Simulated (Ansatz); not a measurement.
## H: geometry relaxation (part 1 of 2)

H (Cmcm, 4 atoms in the cell), computed with DFT PBE, scalar-relativistic, plane waves, PAW, no spin polarisation (Ansatz 0.2.0).

The structure derives from a Materials Project entry. Figures and captions count atoms from 1; the log counts them from 0 in places.

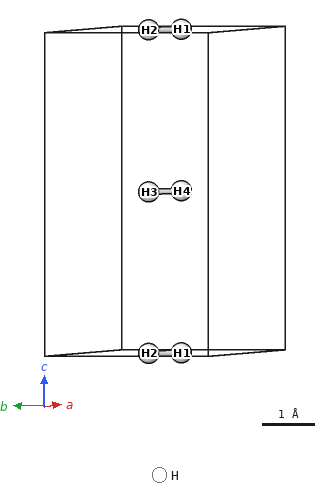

The structure as given in the input (ball-and-stick view of the cell of the calculation, seen at an oblique angle; atoms are numbered from 1 in the order of the input). Near neighbours in the crystal (not all of them lie inside the picture): H has 1 H at 0.74 Å.

### Input
```yaml
crystal:
  lattice:
    - [1.64853186, -2.73168823, 0.0]
    - [1.64853186, 2.73168823, 0.0]
    - [0.0, 0.0, 6.31376862]
  atoms:
    - { symbol: H, position: [0.5678085, 0.4321915, 0.99951495] }
    - { symbol: H, position: [0.4321915, 0.5678085, 0.00048505] }
    - { symbol: H, position: [0.4321915, 0.5678085, 0.49951495] }
    - { symbol: H, position: [0.5678085, 0.4321915, 0.50048505] }
basis:
  ecutwfc: 420
kpoints:
  mp_grid: { grid: [8, 8, 4] }
hamiltonian:
  xc: pbe
scf:
  occupations: { method: gaussian, width: 0.02 }
output:
  forces: true
  stress: true
  eigenvalues: true
  write_density: true
  write_potential: true
  elf: true
  volumetric_format: npy
relax:
  adjacent_minimum: "off"
  f_tol: 0.005
  max_steps: 80
  cell: { stress_tol: 0.05 }
```

Launch command:
```bash
ansatz run input.yaml --threads 1 --pin off --max-ram 2560MiB --backend cpu --events-out ev --progress --plain --runs-dir out
```

### Output
```
Engine: ansatz 0.2.0, x86_64-unknown-linux-gnu
Pseudopotentials: kind: paw
Pseudopotential: H, paw, valence charge 1, recommended cutoff 420 eV (normal), H.paw.azcp
Functional definition: PBE
  parameter kappa = 0.804
  parameter beta = 0.06672455060314922
  exchange = pbe_x(kappa = kappa, mu = beta*pi^2/3)
  correlation = pbe_c(beta = beta)
Crystal: 4 atoms, lattice volume = 56.865 Å³
Basis set: ecut = 420 eV, 1113 PW (Γ), exchange–correlation on 48×48×90 points (8 copies of the dense FFT grid, shifted against one another)
Bands: 6, of which v1, the nominal top of the filled ones, is band 2 counted from 1 (1 counted from 0)
Symmetry: 8 space group operations
Space group: Cmcm (ITA 63), of the structure as read, at distance tolerance 3.8e-5 Å
k-points: 63 of 256
Non-local potential: H, projectors of the file, l = 0: 2, l = 1: 1
PAW form: soft (Blöchl's): semilocal exchange-correlation on the pseudo side does not see the compensation charge
PAW one-centre angular grid: H, 110 points (default); XC on 64 Gauss nodes
Initial density: superposition of atomic densities (neutral atoms: chi_scale 0, normalization atom), corrected by the library's trained network
Initial wavefunctions: pseudopotential atomic-orbital guess
Functional: x = pbe(κ = 0.804, μ = 0.2195149727645171), c = pbe(β = 0.06672455060314922)
SCF iter   1: F=—  HF=-63.503543 eV  |F-HF|=—  |Δ(HF+E_count)|=         —  Δρ=6.74e-4  dr2=3.03e-4  ethr=1.77e-3  ⟨swp⟩=3.6  Hψ=3039  notcnv=0
preconditioner: auto → none  [insulator: Δε(μ)=8.286 eV  Ē_g=12.943 eV  σ=0.020 eV  W_gap=1.00  n_scr=2 (ndim 8)  ℏωp=9.8 eV  f_vac=0.151  D(μ)=0.00/eV (n_scr^D=0)  ε∞_Penn≈1.6]
SCF iter   2: F=—  HF=-63.503168 eV  |F-HF|=—  |Δ(HF+E_count)|=   3.75e-4  Δρ=3.14e-4  dr2=4.30e-5  ethr=7.57e-6  ⟨swp⟩=2.0  Hψ=1260  notcnv=0
SCF iter   3: F=—  HF=-63.503227 eV  |F-HF|=—  |Δ(HF+E_count)|=   5.96e-5  Δρ=8.57e-5  dr2=2.27e-6  ethr=1.08e-6  ⟨swp⟩=2.1  Hψ=756  notcnv=0
iter 4 did not close the SCF: its close was put off for the readings that it lacked (scf_convergence_deferred on its scf_iter line)
SCF iter   4: F=-63.503241 eV  HF=-63.503241 eV  |F-HF|=3.33e-8  |Δ(HF+E_count)|=   1.40e-5  Δρ=6.37e-6  dr2=1.04e-8  ethr=5.68e-8  ⟨swp⟩=2.1  Hψ=530  notcnv=0
iter 5 did not close the SCF: its close was put off for the readings that it lacked (scf_convergence_deferred on its scf_iter line)
SCF iter   5: F=-63.503241 eV  HF=-63.503241 eV  |F-HF|=1.48e-10  |Δ(HF+E_count)|=   3.66e-8  Δρ=3.09e-7  dr2=3.96e-11  ethr=2.60e-10  ⟨swp⟩=2.0  Hψ=504  notcnv=0
SCF iter   6: F=-63.503241 eV  HF=-63.503241 eV  |F-HF|=8.81e-13  |Δ(HF+E_count)|=  1.58e-10  Δρ=1.12e-7  dr2=4.41e-12  ethr=1.00e-12  ⟨swp⟩=3.0  Hψ=1323  notcnv=0
SCF 1 converged in 6 iterations: F = -63.503241 eV  dr2 = 4.41e-12
  greatest PAW one-centre occupation: 0.375 electrons in one spin orbital (limit 2), on the H atom at site 3 (counted from 0), in its partial waves of l = 0
relax step   1: F+E_penalty+E_count = -63.50324140 eV  Δ(F+E_penalty+E_count) = +0.000e0 eV  max|allowed force component| = 3.174e-1 eV/Å  Δτ_max = 0.0000 Å  P = +0.674 GPa  Ω = 56.865 Å³  (6 SCF iters, accepted)
Crystal: 4 atoms, lattice volume = 57.821 Å³
Basis set: ecut = 420 eV, 1129 PW (Γ), exchange–correlation on 48×48×90 points (8 copies of the dense FFT grid, shifted against one another)
Initial density: handed on by an earlier stage of this run
Initial wavefunctions: those handed on with the density
iter 1 solved again at ethr=5.69e-5 eV; its pass at ethr=3.10e-3 eV (dr2=2.28e-3 eV) is discarded
SCF iter   1: F=—  HF=-63.507458 eV  |F-HF|=—  |Δ(HF+E_count)|=         —  Δρ=2.17e-3  dr2=2.29e-3  ethr=5.69e-5  ⟨swp⟩=1.0  Hψ=3554  notcnv=0
preconditioner: auto → none  [insulator: Δε(μ)=8.197 eV  Ē_g=12.818 eV  σ=0.020 eV  W_gap=1.00  n_scr=2 (ndim 8)  ℏωp=9.8 eV  f_vac=0.148  D(μ)=0.00/eV (n_scr^D=0)  ε∞_Penn≈1.6]
SCF iter   2: F=—  HF=-63.506515 eV  |F-HF|=—  |Δ(HF+E_count)|=   9.44e-4  Δρ=7.34e-4  dr2=2.74e-4  ethr=5.69e-5  ⟨swp⟩=2.0  Hψ=513  notcnv=0
SCF iter   3: F=—  HF=-63.506408 eV  |F-HF|=—  |Δ(HF+E_count)|=   1.06e-4  Δρ=6.78e-5  dr2=1.21e-6  ethr=6.84e-6  ⟨swp⟩=2.2  Hψ=501  notcnv=0
SCF iter   4: F=-63.506408 eV  HF=-63.506408 eV  |F-HF|=2.26e-9  |Δ(HF+E_count)|=   5.19e-8  Δρ=5.07e-6  dr2=1.76e-8  ethr=1.00e-8  ⟨swp⟩=8.1  Hψ=2338  notcnv=0
SCF 2 converged in 4 iterations: F = -63.506408 eV  dr2 = 1.76e-8
  greatest PAW one-centre occupation: 0.372 electrons in one spin orbital (limit 2), on the H atom at site 3 (counted from 0), in its partial waves of l = 0
relax step   2: F+E_penalty+E_count = -63.50640826 eV  Δ(F+E_penalty+E_count) = -3.167e-3 eV  max|allowed force component| = 2.170e-2 eV/Å  Δτ_max = 0.0024 Å  P = +0.229 GPa  Ω = 57.821 Å³  energy of the carried Pulay correction = -9.446e-4 eV  (4 SCF iters, dr2 threshold 4.00e-7 eV, accepted)
[... from here on the SCF iterations and repeated set-up lines of each step are left out, up to the last step ...]
SCF 3 converged in 5 iterations: F = -63.506527 eV  dr2 = 3.73e-9
relax step   3: F+E_penalty+E_count = -63.50652655 eV  Δ(F+E_penalty+E_count) = -1.183e-4 eV  max|allowed force component| = 5.328e-2 eV/Å  Δτ_max = 0.0013 Å  P = +0.078 GPa  Ω = 59.144 Å³  energy of the carried Pulay correction = -2.227e-3 eV  (5 SCF iters, dr2 threshold 1.64e-7 eV, accepted)
SCF 4 converged in 5 iterations: F = -63.505790 eV  dr2 = 3.00e-9
relax step   4: F+E_penalty+E_count = -63.50578982 eV  Δ(F+E_penalty+E_count) = +7.367e-4 eV  max|allowed force component| = 4.000e-4 eV/Å  Δτ_max = 0.0051 Å  P = +0.051 GPa  Ω = 62.003 Å³  energy of the carried Pulay correction = -4.900e-3 eV  (5 SCF iters, dr2 threshold 1.77e-7 eV, accepted)
SCF 5 converged in 5 iterations: F = -63.504571 eV  dr2 = 1.16e-9
relax step   5: F+E_penalty+E_count = -63.50457093 eV  Δ(F+E_penalty+E_count) = +1.219e-3 eV  max|allowed force component| = 7.889e-3 eV/Å  Δτ_max = 0.0024 Å  P = +0.009 GPa  Ω = 63.695 Å³  energy of the carried Pulay correction = -6.423e-3 eV  (5 SCF iters, dr2 threshold 1.26e-8 eV, accepted)
SCF 6 converged in 4 iterations: F = -63.504517 eV  dr2 = 7.34e-12
relax step   6: F+E_penalty+E_count = -63.50451656 eV  Δ(F+E_penalty+E_count) = +5.437e-5 eV  max|allowed force component| = 9.145e-4 eV/Å  Δτ_max = 0.0004 Å  P = -0.001 GPa  Ω = 63.766 Å³  energy of the carried Pulay correction = -6.486e-3 eV  (4 SCF iters, accepted)
SCF 7 converged in 4 iterations: F = -63.504473 eV  dr2 = 1.35e-11
relax step   7: F+E_penalty+E_count = -63.50447334 eV  Δ(F+E_penalty+E_count) = +4.322e-5 eV  max|allowed force component| = 8.324e-3 eV/Å  Δτ_max = 0.0014 Å  P = -0.015 GPa  Ω = 63.831 Å³  energy of the carried Pulay correction = -6.543e-3 eV  (4 SCF iters, accepted)
SCF 8 converged in 4 iterations: F = -63.504486 eV  dr2 = 3.23e-11
relax step   8: F+E_penalty+E_count = -63.50448586 eV  Δ(F+E_penalty+E_count) = -1.252e-5 eV  max|allowed force component| = 1.383e-2 eV/Å  Δτ_max = 0.0033 Å  P = -0.022 GPa  Ω = 63.837 Å³  energy of the carried Pulay correction = -6.548e-3 eV  (4 SCF iters, accepted)
SCF 9 converged in 4 iterations: F = -63.504560 eV  dr2 = 1.64e-10
relax step   9: F+E_penalty+E_count = -63.50455989 eV  Δ(F+E_penalty+E_count) = -7.403e-5 eV  max|allowed force component| = 2.232e-2 eV/Å  Δτ_max = 0.0085 Å  P = -0.031 GPa  Ω = 63.785 Å³  energy of the carried Pulay correction = -6.502e-3 eV  (4 SCF iters, dr2 threshold 1.20e-8 eV, accepted)
SCF 10 converged in 5 iterations: F = -63.504630 eV  dr2 = 3.05e-12
relax step  10: F+E_penalty+E_count = -63.50462960 eV  Δ(F+E_penalty+E_count) = -6.971e-5 eV  max|allowed force component| = 5.803e-2 eV/Å  Δτ_max = 0.0161 Å  P = -0.074 GPa  Ω = 63.723 Å³  energy of the carried Pulay correction = -6.448e-3 eV  (5 SCF iters, accepted)
SCF 11 converged in 3 iterations: F = -63.504679 eV  dr2 = 8.02e-9
relax step  11: F+E_penalty+E_count = -63.50467900 eV  Δ(F+E_penalty+E_count) = -4.940e-5 eV  max|allowed force component| = 2.395e-2 eV/Å  Δτ_max = 0.0026 Å  P = -0.032 GPa  Ω = 63.758 Å³  energy of the carried Pulay correction = -6.478e-3 eV  (3 SCF iters, dr2 threshold 2.10e-7 eV, accepted)
SCF 12 converged in 5 iterations: F = -63.506634 eV  dr2 = 8.25e-11
relax step  12: F+E_penalty+E_count = -63.50663396 eV  Δ(F+E_penalty+E_count) = -1.955e-3 eV  max|allowed force component| = 5.737e-3 eV/Å  Δτ_max = 0.0815 Å  P = -0.002 GPa  Ω = 63.491 Å³  energy of the carried Pulay correction = -6.242e-3 eV  (5 SCF iters, dr2 threshold 3.58e-8 eV, accepted)
SCF 13 converged in 6 iterations: F = -63.483179 eV  dr2 = 5.58e-12
relax step  13: F+E_penalty+E_count = -63.48317887 eV  Δ(F+E_penalty+E_count) = +2.346e-2 eV  max|allowed force component| = 7.853e-1 eV/Å  Δτ_max = 0.0458 Å  P = -1.122 GPa  Ω = 63.702 Å³  energy of the carried Pulay correction = -6.429e-3 eV  (6 SCF iters, rejected (line search))
SCF 14 converged in 6 iterations: F = -63.507030 eV  dr2 = 3.28e-12
relax step  14: F+E_penalty+E_count = -63.50702999 eV  Δ(F+E_penalty+E_count) = -3.960e-4 eV  max|allowed force component| = 2.783e-2 eV/Å  Δτ_max = 0.0229 Å  P = -0.043 GPa  Ω = 63.672 Å³  energy of the carried Pulay correction = -6.402e-3 eV  (6 SCF iters, accepted)
SCF 15 converged in 5 iterations: F = -63.493045 eV  dr2 = 8.26e-10
relax step  15: F+E_penalty+E_count = -63.49304524 eV  Δ(F+E_penalty+E_count) = +1.398e-2 eV  max|allowed force component| = 5.723e-1 eV/Å  Δτ_max = 0.0751 Å  P = -0.893 GPa  Ω = 64.162 Å³  energy of the carried Pulay correction = -6.835e-3 eV  (5 SCF iters, dr2 threshold 4.84e-8 eV, rejected (line search))
SCF 16 converged in 6 iterations: F = -63.508084 eV  dr2 = 2.20e-11
relax step  16: F+E_penalty+E_count = -63.50808435 eV  Δ(F+E_penalty+E_count) = -1.054e-3 eV  max|allowed force component| = 1.637e-2 eV/Å  Δτ_max = 0.0376 Å  P = -0.025 GPa  Ω = 63.451 Å³  energy of the carried Pulay correction = -6.205e-3 eV  (6 SCF iters, accepted)
SCF 17 converged in 5 iterations: F = -63.507151 eV  dr2 = 1.20e-10
relax step  17: F+E_penalty+E_count = -63.50715057 eV  Δ(F+E_penalty+E_count) = +9.338e-4 eV  max|allowed force component| = 1.868e-1 eV/Å  Δτ_max = 0.0328 Å  P = -0.281 GPa  Ω = 63.344 Å³  energy of the carried Pulay correction = -6.110e-3 eV  (5 SCF iters, dr2 threshold 1.67e-8 eV, rejected (line search))
SCF 18 converged in 6 iterations: F = -63.508442 eV  dr2 = 9.64e-13
relax step  18: F+E_penalty+E_count = -63.50844241 eV  Δ(F+E_penalty+E_count) = -3.581e-4 eV  max|allowed force component| = 8.431e-3 eV/Å  Δτ_max = 0.0164 Å  P = -0.013 GPa  Ω = 63.346 Å³  energy of the carried Pulay correction = -6.112e-3 eV  (6 SCF iters, accepted)
SCF 19 converged in 5 iterations: F = -63.508490 eV  dr2 = 5.24e-13
relax step  19: F+E_penalty+E_count = -63.50848968 eV  Δ(F+E_penalty+E_count) = -4.727e-5 eV  max|allowed force component| = 8.311e-2 eV/Å  Δτ_max = 0.0244 Å  P = -0.124 GPa  Ω = 63.193 Å³  energy of the carried Pulay correction = -5.975e-3 eV  (5 SCF iters, rejected (line search))
SCF 20 converged in 5 iterations: F = -63.508619 eV  dr2 = 5.67e-12
relax step  20: F+E_penalty+E_count = -63.50861911 eV  Δ(F+E_penalty+E_count) = -1.767e-4 eV  max|allowed force component| = 3.473e-3 eV/Å  Δτ_max = 0.0122 Å  P = -0.005 GPa  Ω = 63.295 Å³  energy of the carried Pulay correction = -6.067e-3 eV  (5 SCF iters, accepted)
SCF 21 converged in 5 iterations: F = -63.508708 eV  dr2 = 3.68e-13
relax step  21: F+E_penalty+E_count = -63.50870824 eV  Δ(F+E_penalty+E_count) = -8.913e-5 eV  max|allowed force component| = 2.552e-2 eV/Å  Δτ_max = 0.0122 Å  P = -0.038 GPa  Ω = 63.245 Å³  energy of the carried Pulay correction = -6.022e-3 eV  (5 SCF iters, accepted)
SCF 22 converged in 3 iterations: F = -63.508724 eV  dr2 = 1.20e-8
relax step  22: F+E_penalty+E_count = -63.50872364 eV  Δ(F+E_penalty+E_count) = -1.540e-5 eV  max|allowed force component| = 2.055e-3 eV/Å  Δτ_max = 0.0019 Å  P = -0.003 GPa  Ω = 63.262 Å³  energy of the carried Pulay correction = -6.037e-3 eV  (3 SCF iters, dr2 threshold 4.07e-8 eV, accepted)
SCF 23 converged in 7 iterations: F = -63.516708 eV  dr2 = 4.33e-12
relax step  23: F+E_penalty+E_count = -63.51670764 eV  Δ(F+E_penalty+E_count) = -7.984e-3 eV  max|allowed force component| = 3.792e-3 eV/Å  Δτ_max = 0.0000 Å  P = +0.089 GPa  Ω = 63.262 Å³  stress off target by 9.94e-2 GPa  SCF on the basis re-selected at this cell (its energy is not comparable with the rows above)  (7 SCF iters)
SCF 24 converged in 5 iterations: F = -63.516317 eV  dr2 = 3.76e-10
relax step  24: F+E_penalty+E_count = -63.51631712 eV  Δ(F+E_penalty+E_count) = +3.905e-4 eV  max|allowed force component| = 1.949e-3 eV/Å  Δτ_max = 0.0023 Å  P = +0.071 GPa  Ω = 64.310 Å³  energy of the carried Pulay correction = -9.459e-4 eV  (5 SCF iters, dr2 threshold 2.47e-8 eV, accepted)
SCF 25 converged in 5 iterations: F = -63.515334 eV  dr2 = 8.08e-10
relax step  25: F+E_penalty+E_count = -63.51533392 eV  Δ(F+E_penalty+E_count) = +9.832e-4 eV  max|allowed force component| = 1.540e-3 eV/Å  Δτ_max = 0.0030 Å  P = +0.044 GPa  Ω = 66.036 Å³  energy of the carried Pulay correction = -2.560e-3 eV  (5 SCF iters, dr2 threshold 1.67e-8 eV, accepted)
SCF 26 converged in 5 iterations: F = -63.513245 eV  dr2 = 1.71e-9
relax step  26: F+E_penalty+E_count = -63.51324474 eV  Δ(F+E_penalty+E_count) = +2.089e-3 eV  max|allowed force component| = 2.644e-3 eV/Å  Δτ_max = 0.0040 Å  P = +0.004 GPa  Ω = 68.504 Å³  energy of the carried Pulay correction = -4.988e-3 eV  (5 SCF iters, dr2 threshold 7.33e-9 eV, accepted)
Basis set: ecut = 420 eV, 1347 PW (Γ), exchange–correlation on 48×48×96 points (8 copies of the dense FFT grid, shifted against one another)
iter 1 solved again at ethr=3.21e-7 eV; its pass at ethr=3.10e-3 eV (dr2=1.28e-5 eV) is discarded
SCF iter   1: F=—  HF=-63.515990 eV  |F-HF|=—  |Δ(HF+E_count)|=         —  Δρ=3.97e-4  dr2=7.04e-6  ethr=3.21e-7  ⟨swp⟩=2.3  Hψ=4114  notcnv=0
preconditioner: auto → none  [insulator: Δε(μ)=8.722 eV  Ē_g=12.373 eV  σ=0.020 eV  W_gap=1.00  n_scr=2 (ndim 8)  ℏωp=9.0 eV  f_vac=0.183  D(μ)=0.00/eV (n_scr^D=0)  ε∞_Penn≈1.5]
SCF iter   2: F=—  HF=-63.517561 eV  |F-HF|=—  |Δ(HF+E_count)|=   1.57e-3  Δρ=2.07e-4  dr2=2.22e-6  ethr=1.76e-7  ⟨swp⟩=2.0  Hψ=756  notcnv=0
SCF iter   3: F=—  HF=-63.518575 eV  |F-HF|=—  |Δ(HF+E_count)|=   1.01e-3  Δρ=7.37e-5  dr2=4.49e-7  ethr=5.54e-8  ⟨swp⟩=2.0  Hψ=756  notcnv=0
SCF iter   4: F=—  HF=-63.518773 eV  |F-HF|=—  |Δ(HF+E_count)|=   1.98e-4  Δρ=2.06e-5  dr2=3.12e-8  ethr=1.12e-8  ⟨swp⟩=2.0  Hψ=734  notcnv=0
SCF iter   5: F=—  HF=-63.518789 eV  |F-HF|=—  |Δ(HF+E_count)|=   1.60e-5  Δρ=3.28e-6  dr2=5.97e-10  ethr=7.79e-10  ⟨swp⟩=2.0  Hψ=508  notcnv=0
SCF iter   6: F=-63.518789 eV  HF=-63.518789 eV  |F-HF|=8.56e-9  |Δ(HF+E_count)|=   4.68e-7  Δρ=4.42e-7  dr2=3.80e-11  ethr=1.00e-12  ⟨swp⟩=3.5  Hψ=1368  notcnv=0
SCF 27 converged in 6 iterations: F = -63.518789 eV  dr2 = 3.80e-11
relax step  27: F+E_penalty+E_count = -63.51878925 eV  Δ(F+E_penalty+E_count) = -5.545e-3 eV  max|allowed force component| = 1.786e-3 eV/Å  Δτ_max = 0.0000 Å  P = +0.035 GPa  Ω = 68.504 Å³  stress off target by 4.42e-2 GPa  SCF on the basis re-selected at this cell (its energy is not comparable with the rows above)  (6 SCF iters)
```

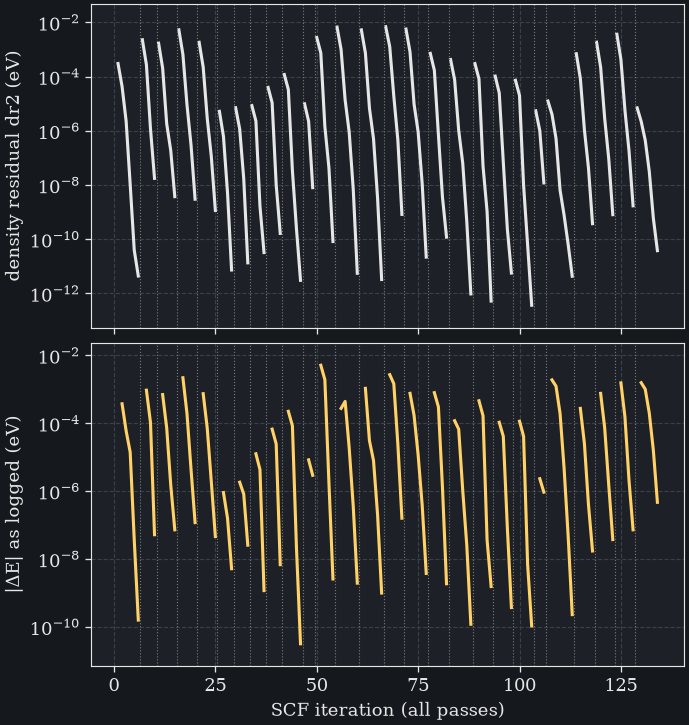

Convergence of the self-consistent field: density residual dr2 and size of the energy change against the SCF iteration. The dotted lines part the SCF passes of the relaxation: geometry steps, rejected trials and re-solves on a re-selected basis. The 27 passes take 3 to 7 iterations each, 134 in all.
